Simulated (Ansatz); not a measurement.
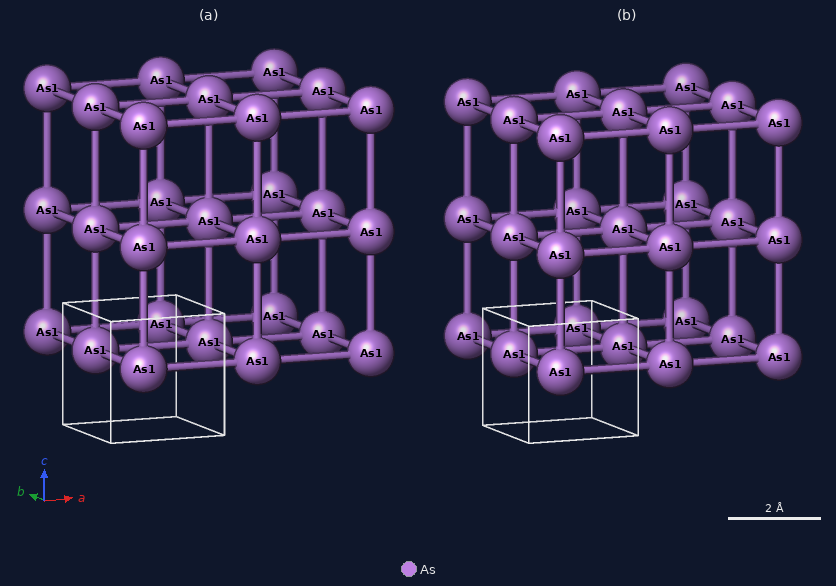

Left: a symmetric starting cell of As. Right: the same structure after one change, at the same scale. The picture is a ball-and-stick view of the cell of the calculation, repeated 3 × 3 × 3 with one cell outlined, seen slightly off an axis.

These are results of DFT r2SCAN, scalar-relativistic, plane waves, PAW in Ansatz 0.2.0, not measurements. Set-up: plane-wave cutoff 500 eV; k-point mesh 16 × 16 × 16; occupations gaussian; smearing width 0.1 eV; no spin polarisation.

Which change leads from the left to the right?

Answer. All lengths are scaled by −3.8 % (volume −11.0 %), the atoms keeping their fractional coordinates. No relaxation follows. The starting cell wasn't computed here and needn't be at equilibrium, so pressure and forces aren't due to the change alone.

How do the computed properties respond?

Answer. The pressure is 13.3 GPa (not all of it need come from the change, since the unchanged cell can be under pressure at this level too). All forces vanish by symmetry. Some distances before and after: As–As 2.704 → 2.600 Å. The space group stays Pm-3m (No. 221).
